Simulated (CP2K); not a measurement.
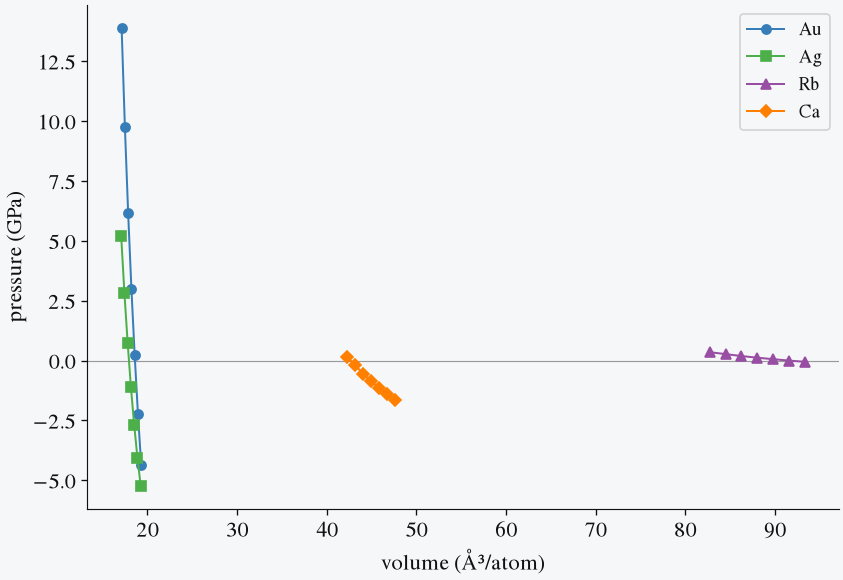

The plot gives the computed pressure against volume, with one curve for each element, for Ag, Au, Ca and Rb (all in space group Im-3m (No. 229)).

Method: DFT in Gaussian orbitals with a plane-wave density, no spin polarisation; energies at scaled volumes of the given cell, shape and fractions fixed, counted from the fit's minimum, third-order Birch-Murnaghan fit (CP2K 2026.2). Level: PBE.

```
       setting                        value
   occupations                  Fermi–Dirac
smearing width                      0.05 eV
    potentials  GTH PBE with UZH TZVP basis
```

Settings that differ: Au: density cutoff 6800 eV, k mesh 11×11×11; Ag: density cutoff 6120 eV, k mesh 11×11×11; Rb: density cutoff 6120 eV, k mesh 7×7×7; Ca: density cutoff 6120 eV, k mesh 8×8×8.

Question: Order the curves by fitted equilibrium volume, smallest first.

Answer: Ag 17.927, Au 18.603, Ca 42.659, Rb 91.669 Å³/atom.

Question: Order the curves by fitted bulk modulus, smallest first.

Answer: Rb 2.8, Ca 17.8, Ag 91.4, Au 131.4 GPa.

Question: For Au: how does the pressure vary with volume?

Answer: It falls from 13.90 GPa at volume 17.11 Å³/atom to −4.36 GPa at 19.30 Å³/atom, and changes sign near 18.61 Å³/atom.

Limits of the calculation: spin-orbit coupling left out, heavy elements (Au).
